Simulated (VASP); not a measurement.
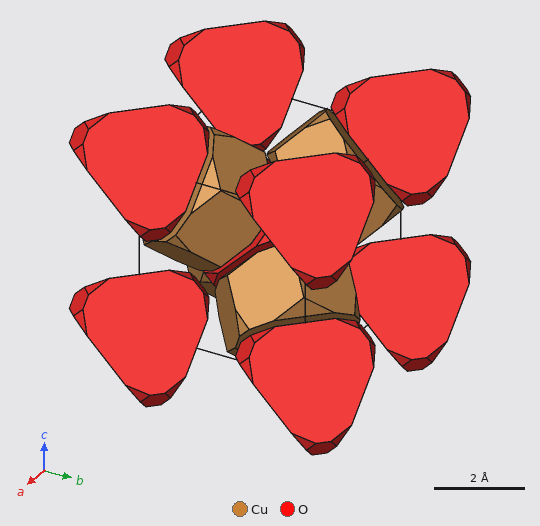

Computed Voronoi cells of the atoms in the unit cell of Cu2O (space group Pn-3m (No. 224), a = 4.260 Å, b = 4.260 Å, c = 4.260 Å, α = 90.00°, β = 90.00°, γ = 90.00°), coloured by the element inside, shrunk a little to part them. Source: an entry of the Crystallography Open Database, as set up for an electronic-structure calculation.

| site | Wyckoff | x | y | z |
| --- | --- | --- | --- | --- |
| Cu | 4b | 0.7500 | 0.2500 | 0.7500 |
| O | 2a | 0.5000 | 0.5000 | 0.5000 |

What share of the volume falls to each element, and how large are the cells?

Answer. Cu: 14.3 Å³ per atom, 74 % of the volume; O: 10.1 Å³ per atom, 26 % of the volume. The partition uses no radii, so it reflects positions alone and not ionic sizes.
